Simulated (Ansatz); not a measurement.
**FeCo$_{3}$: single-point calculation (part 3 of 3)**

FeCo$_{3}$ (4 atoms in the cell); DFT r2SCAN, scalar-relativistic, plane waves, PAW, spin-polarised (Ansatz 0.2.0); cutoff 600 eV, 16×16×6 k-mesh, Gaussian smearing of 0.1 eV, collinear spins. The structure derives from a Materials Project entry. It belongs to a series of runs on one base structure; here: ecut: 600 eV.

Geometry of the input (Å; fractional positions):
```
2.4660  0.0000  0.0000
0.0000  2.4660  0.0000
0.0000  0.0000  7.0635
Fe 0.0000  0.0000  0.0000
Co 0.5000  0.5000  0.7454
Co 0.0000  0.0000  0.5000
Co 0.5000  0.5000  0.2546
```

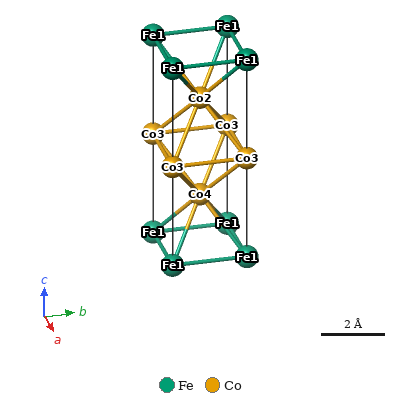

The input geometry (ball-and-stick view of the cell of the calculation, seen at an oblique angle; atoms are numbered from 1 in the order of the input). An atom can appear more than once, as a periodic image.

**What the program printed, continued**
```
  k-point 1 ↑: bands = ["-81.1753", "-81.0489", "-81.0427", "-73.0589", "-43.0703", "-42.8754", "-42.8754", "-42.8036", "-42.8036", "-42.7730", "-42.7730", "-42.7557", "-42.7101", "-37.8476", "-37.5520", "-37.5520", "9.7851", "11.8458", "13.0122", "13.1502", "13.9307", "14.6038", "15.1126", "15.8555", "15.9949", "15.9949", "16.1993", "16.6242", "16.6964", "16.6964", "16.7474", "16.7555", "17.0401", "17.2755", "17.2755", "17.3215", "17.7323", "18.2413", "18.2413", "21.0610", "29.4279", "34.9335", "34.9335", "37.2475", "38.1221", "38.1221"]
  k-point 2 ↑: bands = ["-81.1753", "-81.0490", "-81.0427", "-73.0589", "-43.0703", "-42.8753", "-42.8753", "-42.8037", "-42.8037", "-42.7729", "-42.7729", "-42.7565", "-42.7094", "-37.8476", "-37.5520", "-37.5520", "10.0606", "11.1539", "13.1542", "13.2834", "14.0155", "14.3805", "15.3595", "15.7470", "16.0778", "16.0778", "16.3121", "16.4582", "16.4582", "16.6364", "16.7752", "16.9908", "17.3633", "17.4664", "17.5761", "17.5761", "17.7200", "18.0919", "18.0919", "19.9267", "30.9596", "35.0722", "35.3616", "35.3616", "37.0113", "37.0113"]
  k-point 179 ↓: bands = ["-78.0099", "-77.9247", "-77.9247", "-68.6840", "-40.0318", "-40.0318", "-39.9015", "-39.9015", "-39.8609", "-39.8439", "-39.8439", "-39.7626", "-39.7618", "-33.5938", "-33.5938", "-33.4464", "15.4416", "15.5540", "15.7204", "15.7576", "15.7576", "15.9701", "16.2063", "16.2063", "18.6510", "18.6510", "19.0894", "19.0894", "20.6959", "20.6962", "20.7157", "20.7447", "20.8067", "21.0072", "21.7751", "22.3957", "24.5246", "24.5246", "24.5497", "24.5497", "30.5462", "30.5925", "30.9261", "31.2617", "32.1277", "32.1277"]
--- Löwdin populations: 4 sites ---
  site symbol       q [e]    m [muB]
     0     Fe     15.7526     2.8549
     1     Co     16.7551     1.8811
     2     Co     16.7596     1.9005
     3     Co     16.7551     1.8811
  spilling = 0.014590 (of n_electrons = 67.000000)
```

**File populations.tsv**
```
# site	symbol	l	j	q_up	q_dn
# orbitals = lowdin
# n_electrons = 67.000000
# spilling = 0.014590
0	Fe	0_3S	-	0.992638	0.993014
0	Fe	0_4S	-	0.464569	0.492966
0	Fe	1_3P	-	2.998593	2.998087
0	Fe	2_3D	-	4.847971	1.964797
1	Co	0_3S	-	0.993074	0.993314
1	Co	0_4S	-	0.469895	0.511769
1	Co	1_3P	-	2.998849	2.998478
1	Co	2_3D	-	4.856280	2.933480
2	Co	0_3S	-	0.993043	0.993471
2	Co	0_4S	-	0.476321	0.514962
2	Co	1_3P	-	2.998849	2.998626
2	Co	2_3D	-	4.861806	2.922490
3	Co	0_3S	-	0.993074	0.993314
3	Co	0_4S	-	0.469895	0.511769
3	Co	1_3P	-	2.998849	2.998478
3	Co	2_3D	-	4.856280	2.933480
```

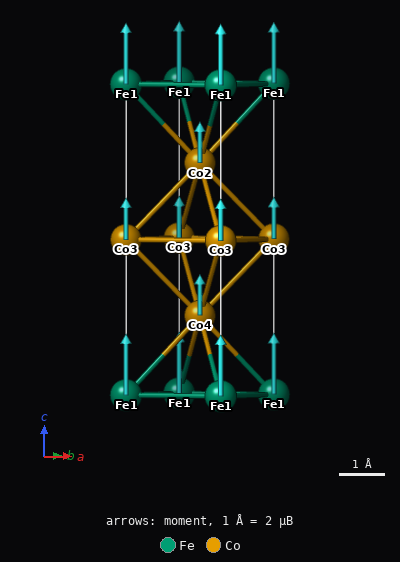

Magnetic moments of the sites as teal arrows (ball-and-stick view of the cell of the calculation, seen at an oblique angle; atoms are numbered from 1 in the order of the input); small moments hardly show. The run is collinear, so the axis drawn is arbitrary. Site moments: Fe1 (2.82 μB); Co3 (1.93 μB); Co2, Co4 (1.90 μB). They are counted near the atoms and needn't add up to the moment of the cell.

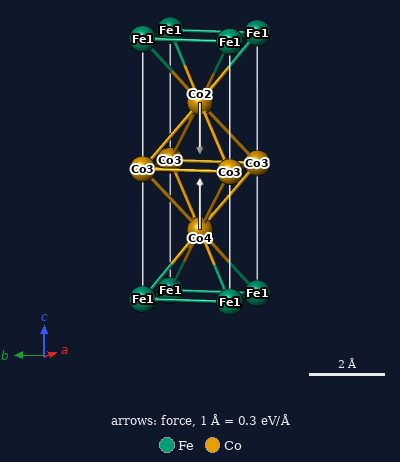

Forces on the atoms as white arrows (ball-and-stick view of the cell of the calculation, seen at an oblique angle; atoms are numbered from 1 in the order of the input). The largest act on Co2, Co4 (0.44 eV/Å). The geometry is not a stationary point of this energy.

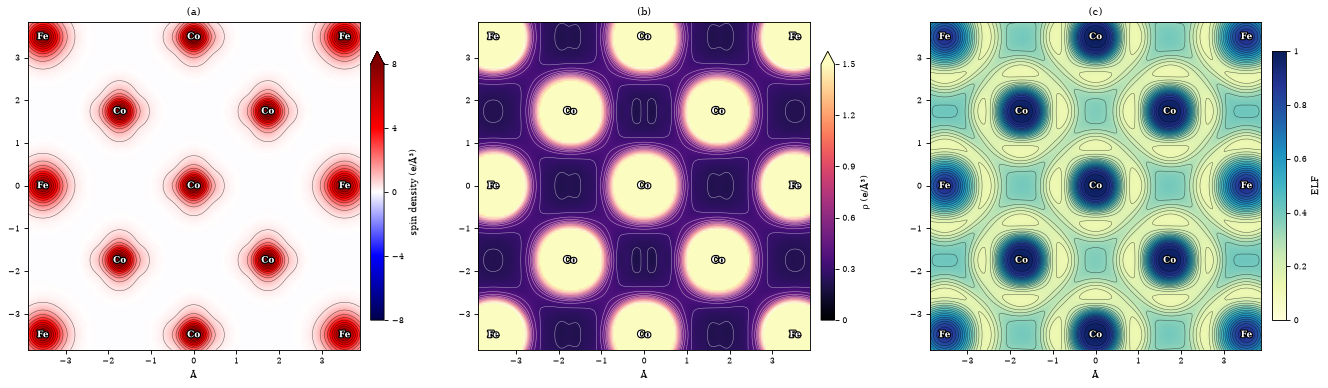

(a) spin density; (b) valence pseudo-density; (c) electron localisation function on the (110) plane of the conventional cell. Atoms in the plane: Fe and Co. Co–Co (2.46 Å): ρ is about 0.36 e/Å³ halfway; the ELF is about 0.25 at the midpoint; no shared electron pair. Fe–Co (2.50 Å): ρ is about 0.34 e/Å³ halfway; the ELF is about 0.25 at the midpoint; no shared electron pair. Away from the nuclei the density in this plane falls to 0.19 e/Å³ at its lowest. The strong features right at Fe and Co lie inside the PAW spheres (semicore, d or f shells) and say nothing about bonding. The cell of the calculation (4 atoms) carries 8.1 μB net. The fields are those of the smooth PAW valence density.

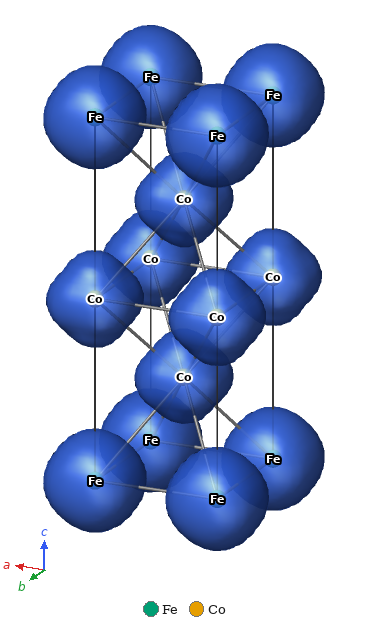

Isosurfaces of the spin density at +0.1 (blue) and −0.1 e/Å³ (red), seen at an oblique angle. Sticks mark near contacts. The outline is the cell set on symmetry axes. The cell of the calculation (4 atoms) carries 8.1 μB net. Only one sign reaches the isovalue.

**Results in brief**

| quantity | value |
| --- | --- |
| outcome | converged |
| space group (tolerance 0.01 Å) | P4/mmm (123) |
| electrons treated | 67 |
| free energy | −19880.5216 eV |
| Fermi energy | 19.414 eV |
| gap on the k-point mesh | none (metallic) |
| net moment of the cell | 8.11 μB |
| integrated absolute moment | 9.11 μB |
| pressure | 6.65 GPa |
| largest force (length of the vector) | 0.437 eV/Å |
| wall time | 6.8 min |
| peak memory | 1.4 GiB |

**Remarks**

The electronic state found may not be the lowest one. Warnings of the run: the state was not tested for a lower one. The cell is under a pressure of 6.6 GPa at this level, so it is not at its equilibrium volume.
